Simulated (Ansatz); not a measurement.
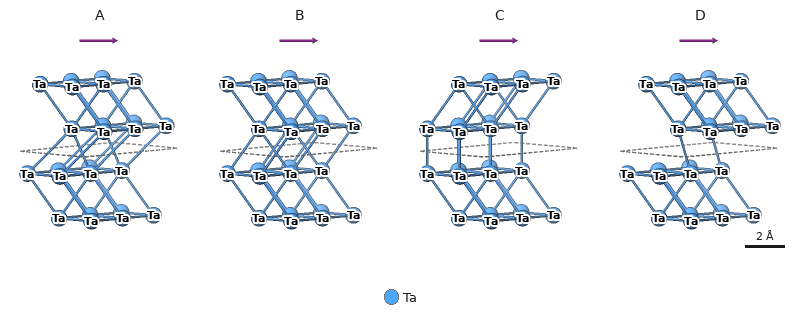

A scan of crystalline Ta (Im-3m): the crystal above a cut along the (0 1 1) plane of the conventional cell (between a plane of Ta below and one of Ta above, 2.32 Å apart) is slid rigidly by fractions of an in-plane lattice vector 3.28 Å long (a generalised stacking fault). One cut stands in each cell, which starts 9.3 Å high; nothing is relaxed, and the dashed outline marks the cut, the arrow on top the direction of slip. The picture is a ball-and-stick view of the layers on both sides of the cut, seen from the side, nearly along the cut plane.

Computed with Ansatz, DFT PBEsol, scalar-relativistic, plane waves, PAW. Settings: plane-wave cutoff 420 eV; k-point mesh 22 × 22 × 7; occupations gaussian; smearing width 0.15 eV; no spin polarisation. Energies (free energies at the smearing named) are counted from the relaxed crystal.

> Rank the frames from lowest to highest energy.

Lowest first: B (the slip 0.00, 0 mJ/m²), A (the slip 0.20, 863 mJ/m²), D (the slip 0.30, 1812 mJ/m²), C (the slip 0.50, 3257 mJ/m²). Over the whole scan: the curve starts and ends at zero, since a full lattice vector restores the crystal. Its highest computed point is 3257 mJ/m² at slip 0.50, which the unstable stacking-fault energy of this rigid path equals or slightly exceeds. No local minimum shows among the points, so there is no metastable fault on this line. The path is symmetric about half-way. Relaxation across the fault would lower the values.
